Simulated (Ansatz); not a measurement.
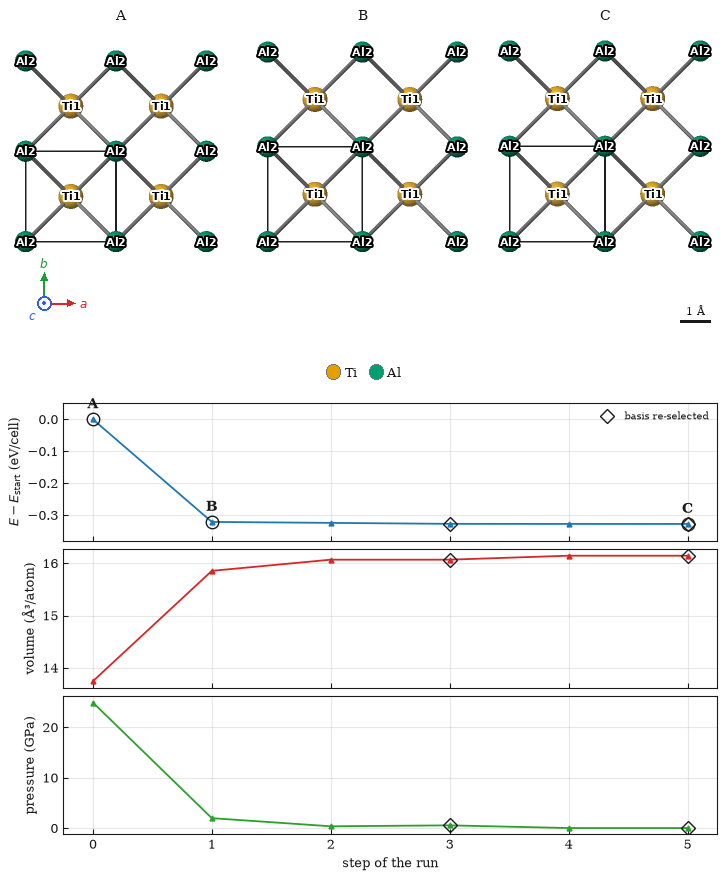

Frames of a relaxation of a crystal of TiAl (set up in Pm-3m) (coarse preliminary run), marked on the history of the run. Style: ball-and-stick. Shown: the cell of the calculation, repeated 2 × 2 × 1 with one cell outlined, along the c axis.

These are results of Ansatz, DFT PBE, scalar-relativistic, plane waves, PAW, not measurements.

Input file:
```yaml
crystal:
  lattice:
    - [3.01799989, 0.0, 0.0]
    - [0.0, 3.01799989, 0.0]
    - [0.0, 0.0, 3.01799989]
  atoms:
    - { symbol: Ti, position: [0.5, 0.5, 0.5] }
    - { symbol: Al, position: [0.0, 0.0, 0.0] }
basis:
  ecutwfc: 420
kpoints:
  mp_grid: { grid: [6, 6, 6] }
hamiltonian:
  xc: pbe
scf:
  occupations: { method: gaussian, width: 0.1 }
  lower_state_search: "off"
output:
  forces: true
  stress: true
  eigenvalues: true
relax:
  adjacent_minimum: "off"
  f_tol: 0.04
  max_steps: 70
  cell: { stress_tol: 0.4 }
```

Command:
```bash
ansatz run input.yaml --threads 1 --pin off --max-ram 2560MiB --backend cpu --events-out ev --progress --plain --runs-dir out
```

**What happens along the run?**

No atom moves by more than 0.005 Å relative to the cell. The drawn cell changes as follows: a = b = c 3.018 → 3.184 Å (+5.5 %); the volume changes by +17.5 %. Near-neighbour distances that change, for instance: Ti1–Ti1 3.018 → 3.184 Å, Ti1–Al2 2.614 → 2.758 Å. The space group stays Pm-3m (No. 221). Over 3 accepted moves (5 points after the start) the energy falls by 0.327 eV per cell of the calculation. All forces vanish by symmetry, so only the cell relaxes. The pressure goes from 24.92 to 0.03 GPa. At 2 points the geometry stayed and the basis and grid were re-selected for the new cell (energy shift of 3.0 meV per cell of the calculation at most each time). From step 0 to 1: volume +15.3 %, energy −0.321 eV per cell of the calculation. From step 1 to 5: volume +1.8 %, energy −6.4 meV per cell of the calculation.
